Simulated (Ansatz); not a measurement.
Single-point calculation, with input and output: C

C (10 atoms in the cell), computed with DFT LDA, scalar-relativistic, plane waves, PAW, no spin polarisation (Ansatz 0.2.0).

The structure derives from an entry of the Crystallography Open Database. It belongs to a series of runs on one base structure; here: mode 8 (651.8 1/cm) frozen in, largest displacement +0.090 A. Figures and captions count atoms from 1; the log counts them from 0 in places.

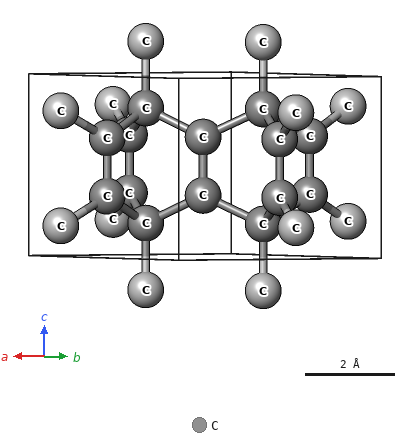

**Figure 1.** The structure (ball-and-stick view of the cell of the calculation, seen at an oblique angle; neighbours outside the cell are drawn fainter). An atom can appear more than once, as a periodic image. Near neighbours in the periodic cell (some may lie outside the picture): C has 4 C at 1.52 to 1.53 Å; C has 3 C at 1.33 to 1.53 Å.

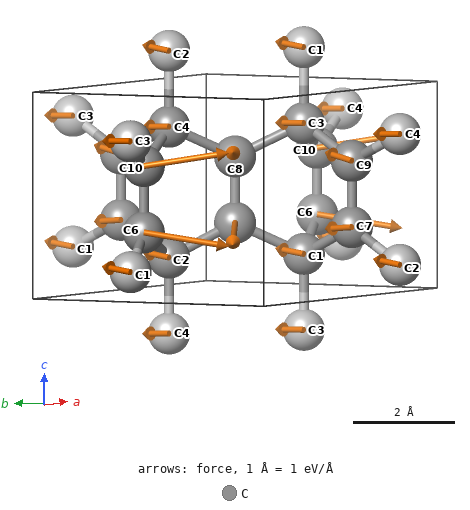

**Figure 2.** Forces on the atoms as orange arrows (ball-and-stick view of the cell of the calculation, seen at an oblique angle; neighbours outside the cell are drawn fainter; atoms are numbered from 1 in the order of the input). The largest act on C6, C10 (1.72 eV/Å); C5, C8 (1.69 eV/Å); C7, C9 (0.83 eV/Å); C1, C3 (0.81 eV/Å), among others. The geometry is not a stationary point of this energy.

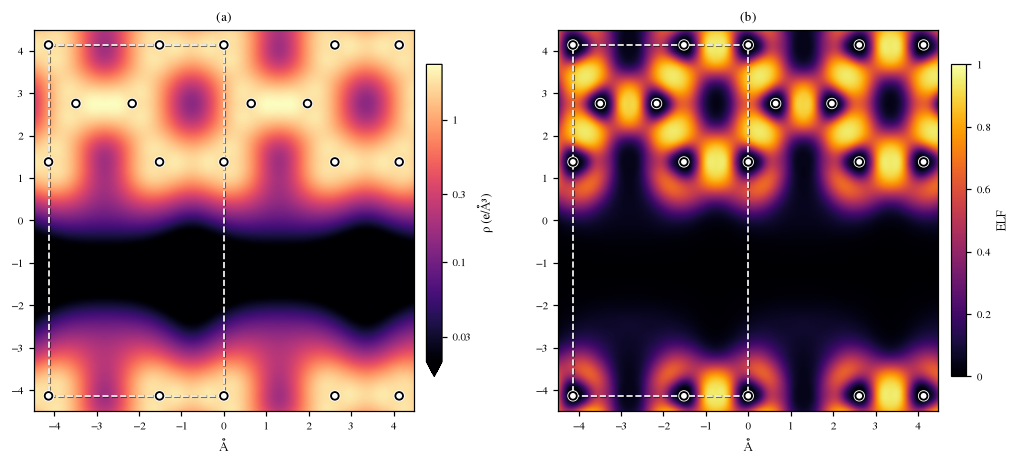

**Figure 3.** (a) valence charge density (pseudo); (b) electron localisation function on the (010) plane of the conventional cell. Circles mark the nuclei in the plane (C). C–C (1.33 Å): ρ at the midpoint is about 2.4 e/Å³, a local maximum along the line; the ELF peaks at about 0.90 between the atoms (inside overlapping PAW spheres, so only a guide); a double or triple bond. C–C (1.52 Å): ρ at the midpoint is about 1.6 e/Å³; the ELF peaks at about 0.95 between the atoms, which marks a covalent bond. Away from the nuclei the density in this plane falls to 0.003 e/Å³ at its lowest. Core electrons are frozen (PAW), so the fields are smoothed inside the atomic spheres.

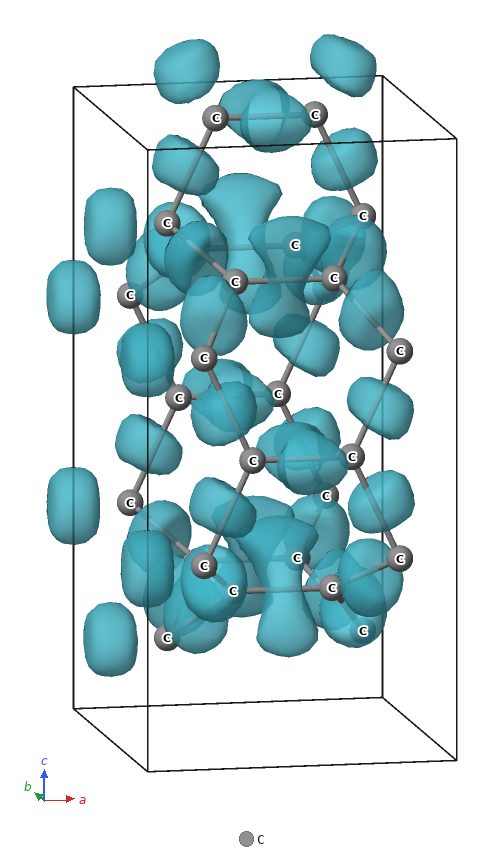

**Figure 4.** Isosurface of the electron localisation function at 0.75 (cyan), seen slightly off an axis. Only the valence region is drawn (cores and ρ < 0.01 e/Å³ removed). Sticks mark near contacts. The outline is the cell set on symmetry axes. Along the contacts the grid gives the following. C–C (1.33 Å): the ELF peaks at about 0.90 between the atoms (inside overlapping PAW spheres, so only a guide); a double or triple bond.

The input and output of the run follow.

Input file
```yaml
crystal:
  lattice:
    - [4.7749561441, 0.0, 0.0]
    - [-2.3874780721, 4.1352333227, 0.0]
    - [0.0, 0.0, 4.1319840994]
  atoms:
    - { symbol: C, position: [0.6618098191, 0.3232007905, 0.1834601066] }
    - { symbol: C, position: [0.3284764857, 0.6565341239, 0.1834601066] }
    - { symbol: C, position: [0.6618098191, 0.3232007905, 0.8165398934] }
    - { symbol: C, position: [0.3284764857, 0.6565341239, 0.8165398934] }
    - { symbol: C, position: [0.5205880706, 0.5150715137, 0.3395339646] }
    - { symbol: C, position: [-0.0050785868, 0.5157887156, 0.3395339646] }
    - { symbol: C, position: [0.4942042114, -0.0105951437, 0.3395339646] }
    - { symbol: C, position: [0.5205880706, 0.5150715137, 0.6604660354] }
    - { symbol: C, position: [0.4942042114, -0.0105951437, 0.6604660354] }
    - { symbol: C, position: [-0.0050785868, 0.5157887156, 0.6604660354] }
basis:
  ecutwfc: 420
kpoints:
  mp_grid: { grid: [12, 12, 10] }
hamiltonian:
  xc: lda
scf:
  occupations: { method: gaussian, width: 0.15 }
output:
  forces: true
  stress: true
  eigenvalues: true
  write_density: true
  write_potential: true
  elf: true
  volumetric_format: npy
```

Run as:
```bash
ansatz run input.yaml --threads 2 --pin off --max-ram 5120MiB --backend cpu --events-out ev --progress --plain --runs-dir out
```

Log
```
Engine: ansatz 0.2.0, x86_64-unknown-linux-gnu
Pseudopotentials: kind: paw
Pseudopotential: C, paw, valence charge 4, recommended cutoff 420 eV (normal), C.paw.azcp
Functional definition: SPW92
  exchange = slater_x
  correlation = pw_c
Crystal: 10 atoms, lattice volume = 81.588 Å³
Basis set: ecut = 420 eV, 1579 PW (Γ)
Bands: 30, of which v1, the nominal top of the filled ones, is band 20 counted from 1 (19 counted from 0)
Symmetry: 2 space group operations
Space group: Pm (ITA 6), of the structure as read, at distance tolerance 4.3e-5 Å
k-points: 444 of 1440 (time reversal used)
Non-local potential: C, projectors of the file, l = 0: 2, l = 1: 2, l = 2: 1
PAW form: soft (Blöchl's): semilocal exchange-correlation on the pseudo side does not see the compensation charge
PAW frozen core: C, regenerated for the run's functional, and the local potential with it (the file was generated under x = pbe(κ = 0.804, μ = 0.2195149727645171), c = pbe(β = 0.06672455060314922))
PAW one-centre angular grid: C, 110 points (default); XC on 64 Gauss nodes
Initial density: superposition of atomic densities (neutral atoms: chi_scale 0, normalization atom), corrected by the library's trained network
Initial wavefunctions: pseudopotential atomic-orbital guess
Functional: x = slater, c = lda
SCF iter   1: F=—  HF=-2424.312000 eV  |F-HF|=—  |Δ(HF+E_count)|=         —  Δρ=1.88e-2  dr2=3.20e-1  ethr=1.77e-3  ⟨swp⟩=6.0  Hψ=63539  notcnv=0  defer=219
preconditioner: auto → Kerker (q_TF=auto, 2.423 Å⁻¹)  [metal: Δε(μ)=0.031 eV  Ē_g=15.005 eV  σ=0.150 eV  W_gap=0.11  n_scr=20 (ndim 8)  ℏωp=26.0 eV  f_vac=0.105  D(μ)=0.80/eV (n_scr^D=0)]
SCF iter   2: F=—  HF=-2424.239110 eV  |F-HF|=—  |Δ(HF+E_count)|=   7.29e-2  Δρ=9.96e-3  dr2=8.82e-2  ethr=8.00e-4  ⟨swp⟩=1.0  Hψ=16879  notcnv=0  defer=290
SCF iter   3: F=—  HF=-2424.212584 eV  |F-HF|=—  |Δ(HF+E_count)|=   2.65e-2  Δρ=1.77e-3  dr2=5.85e-3  ethr=2.21e-4  ⟨swp⟩=2.3  Hψ=17236  notcnv=0  defer=290
SCF iter   4: F=—  HF=-2424.212087 eV  |F-HF|=—  |Δ(HF+E_count)|=   4.97e-4  Δρ=8.42e-4  dr2=1.32e-3  ethr=1.46e-5  ⟨swp⟩=2.6  Hψ=18987  notcnv=0  defer=290
SCF iter   5: F=—  HF=-2424.212455 eV  |F-HF|=—  |Δ(HF+E_count)|=   3.69e-4  Δρ=2.67e-4  dr2=1.19e-4  ethr=3.30e-6  ⟨swp⟩=2.3  Hψ=20030  notcnv=0  defer=290
SCF iter   6: F=—  HF=-2424.212549 eV  |F-HF|=—  |Δ(HF+E_count)|=   9.38e-5  Δρ=6.38e-5  dr2=5.07e-6  ethr=2.96e-7  ⟨swp⟩=2.3  Hψ=18920  notcnv=0  defer=290
SCF iter   7: F=—  HF=-2424.212554 eV  |F-HF|=—  |Δ(HF+E_count)|=   4.68e-6  Δρ=1.70e-5  dr2=6.44e-7  ethr=1.27e-8  ⟨swp⟩=2.3  Hψ=19612  notcnv=0  defer=681
SCF iter   8: F=-2424.212554 eV  HF=-2424.212554 eV  |F-HF|=5.45e-8  |Δ(HF+E_count)|=   5.45e-8  Δρ=6.97e-6  dr2=9.03e-8  ethr=2.50e-10  ⟨swp⟩=15.5  Hψ=102592  notcnv=0
SCF 1 converged in 8 iterations: F = -2424.212554 eV  dr2 = 9.03e-8
  greatest PAW one-centre occupation: 0.667 electrons in one spin orbital (limit 2), on the C atom at site 8 (counted from 0), in its partial waves of l = 0
SCF converged after 8 iterations
Free energy (F): -2424.212554 eV
Harris-Foulkes:  -2424.212554 eV  (|F-HF|=5.45e-8)
Internal energy: -2424.201354 eV  (E = F + TS)
E sigma→0 (E₀):  -2424.206954 eV
Entropy (-TS):   -0.011200 eV (-1.120 meV/atom)
Fermi energy:    8.199178 eV
--- Per-component energies (eV) ---
  E_band       = -44.641774
  E_kinetic    = 916.650282
  E_local      = -1633.004903  (includes V_loc(G=0)·N_el)
  E_nonlocal   = 282.227787
  E_hartree    = 529.906946
  E_xc         = -477.895623
  E_vxc        = -594.380660  (∫ρ·V_xc dr)
  E_paw        = -918.239464  (= ΣΔE_a)
  E_vpaw       = -75.941430  (= ΣTr[D̂ρ^β])
  E_aug_tail   = 0.000109  (compensation charges beyond the density's cutoff)
  E_ewald      = -1124.474812
  E_core_change = 0.628325  (= ΣΔE_core)
  E_smearing   = -0.011200  (= −TS)
  E_closure    = 0.000000  (closes the sum)
  Σ components = -2424.212554   (vs F -2424.212554, Δ=0.00e0)
--- Forces (eV/Å), atoms counted from 1 ---
  atom   1  C     -0.01753896     0.80858831     0.05388537
  atom   2  C     -0.01981471     0.75690649     0.06071543
  atom   3  C     -0.01753896     0.80858831    -0.05388537
  atom   4  C     -0.01981471     0.75690649    -0.06071543
  atom   5  C     -1.18849959    -1.16802225    -0.26427867
  atom   6  C      1.18087658    -1.22396495    -0.27290517
  atom   7  C      0.04497740     0.82645539    -0.10480911
  atom   8  C     -1.18849959    -1.16802225     0.26427867
  atom   9  C      0.04497740     0.82645539     0.10480911
  atom  10  C      1.18087658    -1.22396495     0.27290517
  max |Σ_I F_I| component: 7.40e-5 eV/Å
--- Stress (GPa, compression-positive) ---
        0.349634       0.054774       0.000000
        0.054774      -1.896193       0.000000
        0.000000       0.000000       0.346899
  P = ⅓ Tr σ = -0.3999 GPa (-3.999 kbar)
--- Band table (eV; the first three rows and the last of 444) ---
  k-point 0: bands = ["-12.5506", "-8.4901", "-6.6837", "-6.6740", "-6.4096", "-5.5788", "-3.1996", "-1.3190", "-1.0669", "-1.0415", "-0.6374", "-0.6122", "0.0546", "0.0852", "3.8091", "3.8568", "5.0230", "5.8173", "5.8520", "8.3194", "9.7801", "11.5435", "11.8608", "12.4991", "12.5093", "14.5976", "15.0582", "16.4113", "16.5804", "16.6093"]
  k-point 1: bands = ["-12.4912", "-8.4260", "-7.2104", "-6.6420", "-6.6329", "-4.6814", "-3.6813", "-1.2601", "-1.2031", "-1.0015", "-0.9763", "-0.7672", "0.6659", "0.6970", "3.5685", "3.6292", "4.9163", "5.8195", "5.8888", "8.3352", "9.8442", "11.4171", "11.7273", "12.8216", "12.8489", "14.5492", "14.7942", "16.4203", "16.5805", "16.6055"]
  k-point 2: bands = ["-12.3160", "-8.2347", "-8.2071", "-6.5269", "-6.5169", "-4.5313", "-3.3947", "-2.0155", "-1.9708", "-0.8050", "-0.7841", "0.1563", "1.4856", "1.5156", "2.9973", "3.0751", "4.4102", "5.8605", "6.0453", "8.3773", "10.0276", "11.1206", "11.4218", "13.6650", "13.7411", "14.1769", "14.4220", "16.3930", "16.5139", "16.5653"]
  k-point 443: bands = ["-10.6877", "-9.6449", "-9.3277", "-8.3595", "-6.2978", "-3.5672", "-3.2819", "-1.5544", "-0.8683", "0.6450", "1.3109", "1.5539", "1.6140", "1.8410", "2.1399", "2.4498", "2.5858", "4.3337", "5.6759", "7.4598", "8.3234", "9.5892", "12.5960", "14.2779", "14.6053", "15.2736", "15.4805", "15.9787", "16.4123", "16.8150"]
```

Results in brief

- outcome: converged
- space group (tolerance 0.01 Å): Amm2 (38)
- electrons treated: 40
- free energy: −2424.2126 eV
- Fermi energy: 8.199 eV
- gap on the k-point mesh: none (metallic)
- pressure: −0.40 GPa
- largest force (length of the vector): 1.723 eV/Å
- hardware: 2 threads of Oxide Virtual Turin-like (Zen 5), 32 GiB of memory available, shared host
- wall time: 54 s (CPU time 1.8 min)
- peak memory: 1 GiB
